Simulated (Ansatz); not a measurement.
Input structure:

Space group P-43m (No. 215). a = 5.728 Å, b = 5.728 Å, c = 5.728 Å, α = 90.00°, β = 90.00°, γ = 90.00°
```
atom  site  symmetry       x       y       z
  Al    3c     -42.m  0.5000  0.5000  0.0000
  As    4e       .3m  0.7517  0.2483  0.2483
```

**Characterise the structure given above.**

The material is Al$_{3}$As$_{4}$. Symmetry: P-43m (No. 215), primitive cubic lattice. The cell has 7 atoms, namely 3 Al, 4 As. Around each Al lie four As in a tetrahedral arrangement at 2.49 Å. Each As atom has three Al in a trigonal pyramidal arrangement at 2.49 Å around it. The bonds build a three-dimensional framework.

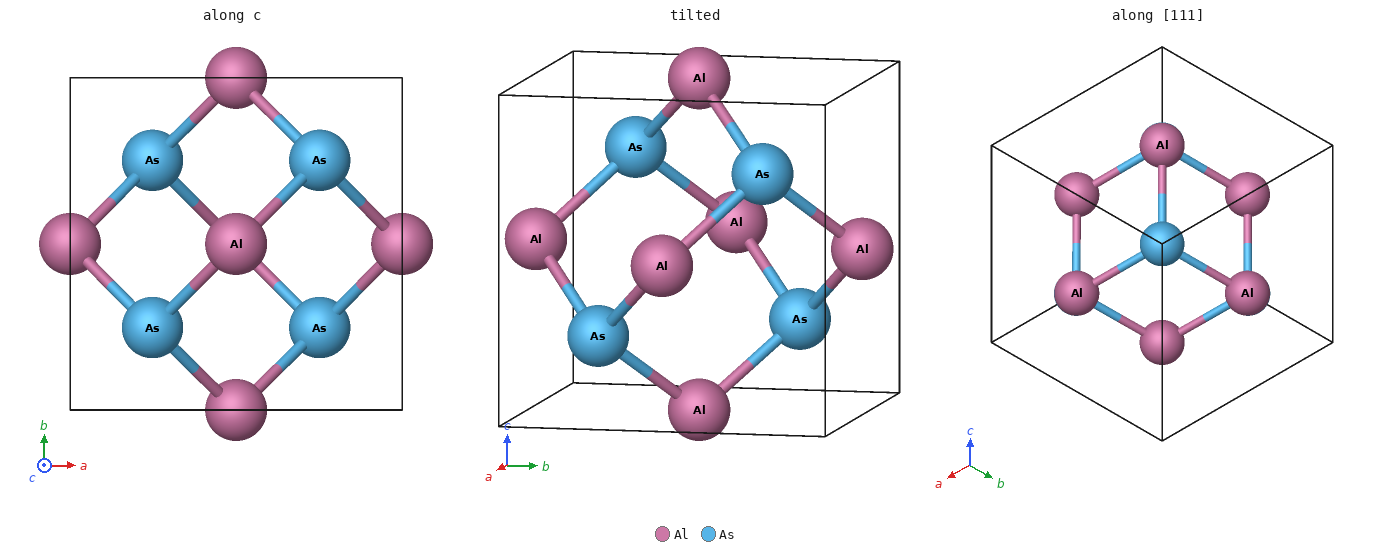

The image is a ball-and-stick drawing of a crystal, viewed along the c axis, slightly off an axis and along [111]. The edges of the conventional unit cell are marked.

Starting structure: a structure listed in the Materials Project, repeated into a supercell with a point defect put in. The atoms were relaxed in a fixed cell with DFT PBE, scalar-relativistic, plane waves, PAW in Ansatz.
